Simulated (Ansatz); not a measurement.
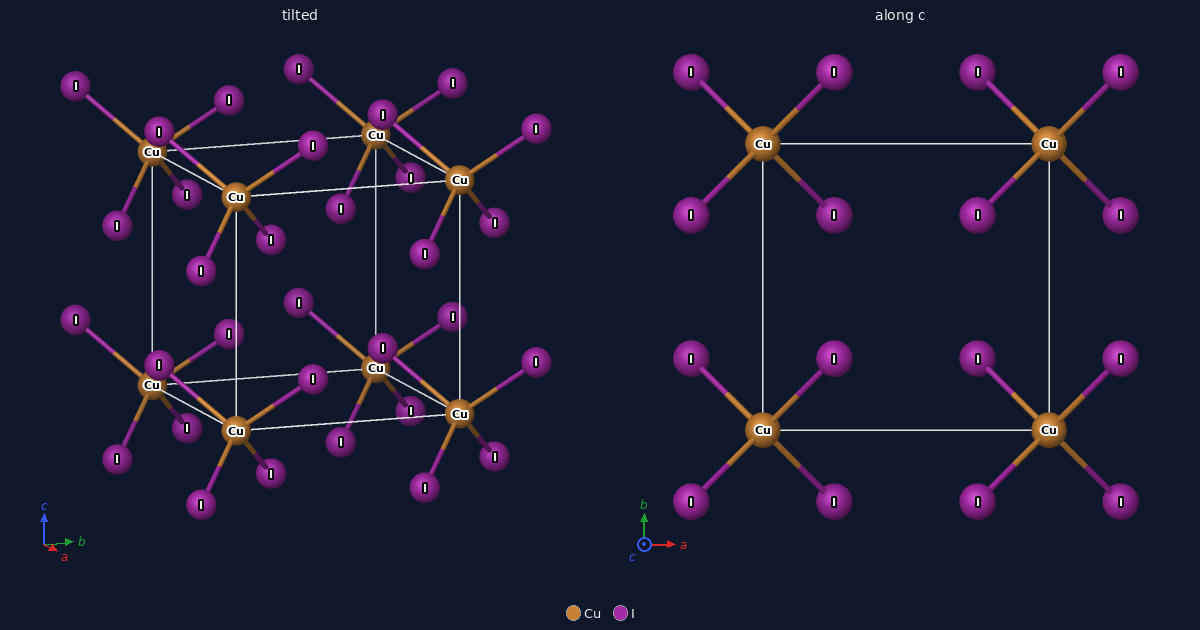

The figure gives a ball-and-stick picture of the atoms, viewed slightly off an axis and along the c axis. The frame is the conventional unit cell; atoms at its boundary are shown with their periodic copies. Some neighbours outside the box are added. Cell: a = 5.97 Å, b = 5.97 Å, c = 5.97 Å, α = 90.00°, β = 90.00°, γ = 90.00°.

The model is a generated cell, made by putting these elements into a known structure type (the compound may or may not exist in this form); its atoms and cell weren't optimised. It went into a calculation with Ansatz.

Question: Characterise what is shown.

Answer: The material is CuI₄. The lattice is primitive cubic and the space group P-43m (No. 215). Cell content 1 Cu, 4 I; Z = 1. Cu is coordinated by four I in a tetrahedral arrangement at about 2.6 Å. Each I atom has one Cu at about 2.6 Å around it. The bonds build separate CuI4 groups.

Electronic-structure method: DFT, PAW plane waves, HSE06 in Ansatz 0.2.0. Parameters: plane-wave cutoff 420 eV, a 2×2×2 grid in reciprocal space, Fermi-Dirac smearing of 0.1 eV, collinear spins.

Question: Which atoms carry magnetic moments in this run, and how do they order?

Answer: The state reached is ferromagnetic. Sizes: Cu 0.3 μB and I 0.4 μB; net moment 3.0 μB in the run's cell of 5 atoms.

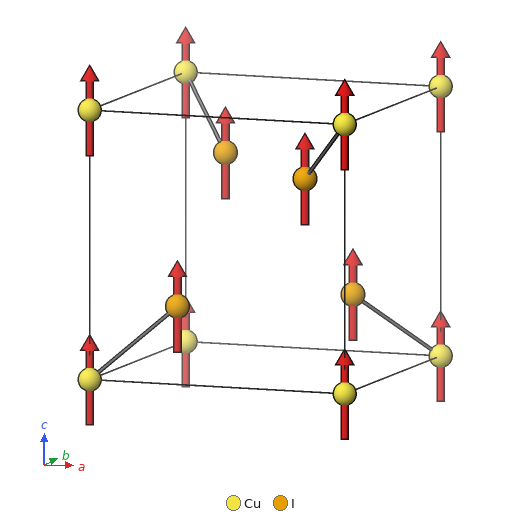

Site moments above 0.25 μB as arrows, small induced ones on non-metal atoms left out (red along the largest or up, blue against, purple across). The run's cell of 5 atoms is drawn.

Question: What is the band gap, if any?

Answer: A metal: bands cross the Fermi level.

Question: What charge does Bader's analysis assign to each element?

Answer: Cu +0.49 e; I -0.12 e.

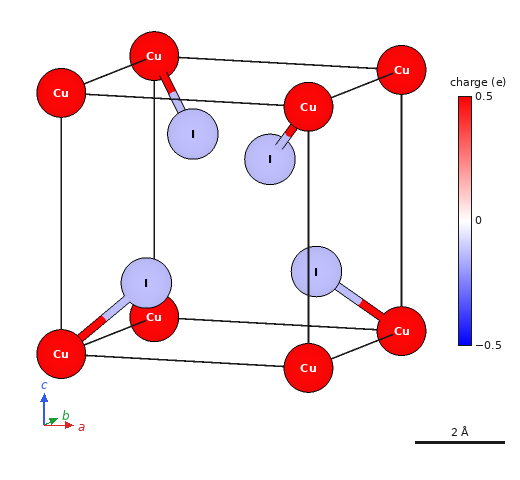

The atoms coloured by those charges. The run's cell of 5 atoms is drawn.

Question: Is the structure in equilibrium?

Answer: No. The largest force is 0.25 eV/Å, on I. The pressure is -1.9 GPa, so the cell would contract.

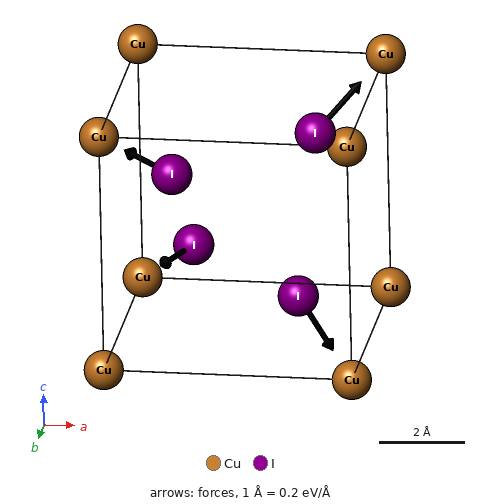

The forces as arrows. The run's cell of 5 atoms is drawn.
